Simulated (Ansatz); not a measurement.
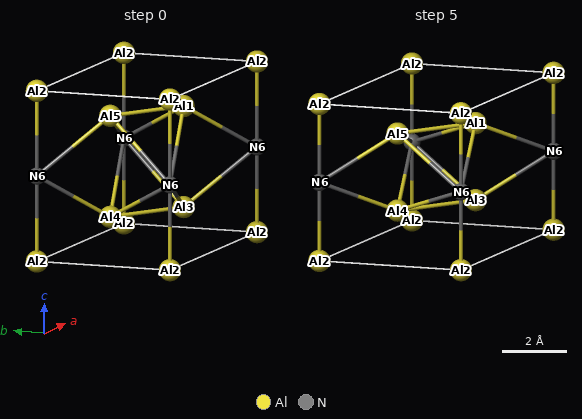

The structure of crystalline Al₅N (a generated structure, set up in P6/mmm) (coarse preliminary run) before (left) and after (right) a relaxation, at one scale.

Style: ball-and-stick. Shown: the cell of the calculation, from a free direction.

These are results of DFT PBE, scalar-relativistic, plane waves, PAW (Ansatz 0.2.0), not measurements.

The input:
```yaml
crystal:
  lattice:
    - [4.27091307, 0.0, 0.0]
    - [-2.13545654, 3.69871922, 0.0]
    - [0.0, 0.0, 5.79755425]
  atoms:
    - { symbol: Al, position: [0.66666667, 0.33333333, 0.79599494] }
    - { symbol: Al, position: [0.0, 0.0, 0.0] }
    - { symbol: Al, position: [0.66666667, 0.33333333, 0.20400506] }
    - { symbol: Al, position: [0.33333333, 0.66666667, 0.20400506] }
    - { symbol: Al, position: [0.33333333, 0.66666667, 0.79599494] }
    - { symbol: "N", position: [0.0, 0.0, 0.5] }
basis:
  ecutwfc: 420
kpoints:
  mp_grid: { grid: [6, 6, 4] }
hamiltonian:
  xc: pbe
scf:
  occupations: { method: gaussian, width: 0.1 }
  lower_state_search: "off"
output:
  forces: true
  stress: true
  eigenvalues: true
relax:
  adjacent_minimum: "off"
  f_tol: 0.04
  max_steps: 70
  cell: { stress_tol: 0.4 }
```

Run as
```bash
ansatz run input.yaml --threads 1 --pin off --max-ram 2560MiB --backend cpu --events-out ev --progress --plain --runs-dir out
```

What changed between the two?

Answer. The largest moves relative to the cell, 0.27 Å, are those of Al1, Al3, Al4 and Al5. Al1 goes along −c. N stays in place. The drawn cell changes as follows: a = b 4.271 → 4.544 Å (+6.4 %), c 5.798 → 5.329 Å (−8.1 %); the volume changes by +4.1 %. Among the contacts that change: Al1–Al3 2.365 → 2.711 Å, Al2–N6 2.899 → 2.665 Å, Al1–Al5 2.466 → 2.624 Å, Al1–N6 3.004 → 2.932 Å. The space group stays P6/mmm (No. 191). Over 4 accepted moves (5 points after the start) the energy falls by 2.180 eV per cell of the calculation. Largest force component: 3 eV/Å at the start, 0.029 eV/Å at the end. Pressure: 13.84 GPa at the start and 0.12 GPa at the end. The SCF was repeated once at an unchanged geometry on a basis and grid sized afresh for the cell, which shifted the energy by 12.7 meV per cell of the calculation at most.
